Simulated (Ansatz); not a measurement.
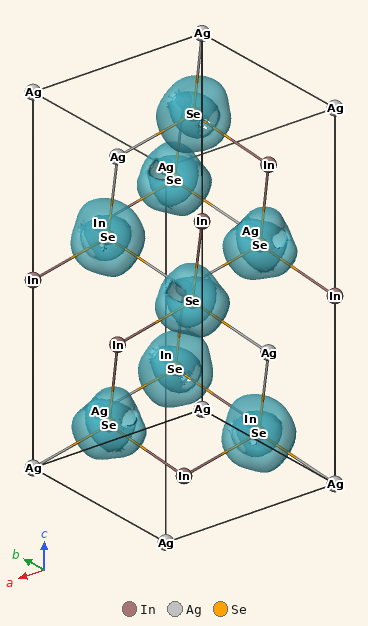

Figure 1: InAgSe$_{2}$. Isosurface of the electron localisation function at 0.75 (cyan), seen at an oblique angle. Only the valence region is drawn (cores and ρ < 0.01 e/Å³ removed). Sticks mark near contacts.

Space group I-42d.

Computed with DFT PBE, scalar-relativistic, plane waves, PAW in Ansatz 0.2.0.

Core electrons are frozen (PAW), and the valence fields are smoothed inside the atomic spheres.

### What do the ELF domains correspond to?

The ELF exceeds this value in eight regions wrapped around Se (the valence shell of each), counted in one cell of 16 atoms. Any copies at cell faces, edges or corners count once. Along the contacts the grid gives the following. In–Se (2.65 Å): the ELF is about 0.50 at the midpoint. Ag–Se (2.67 Å): the ELF is about 0.30 at the midpoint and 0.15 at its lowest between the atoms.

### What Bader charges does the calculation give?

Electrons move from In towards Se. Bader charges: In +1.02, Ag +0.27 and Se −0.65 e.
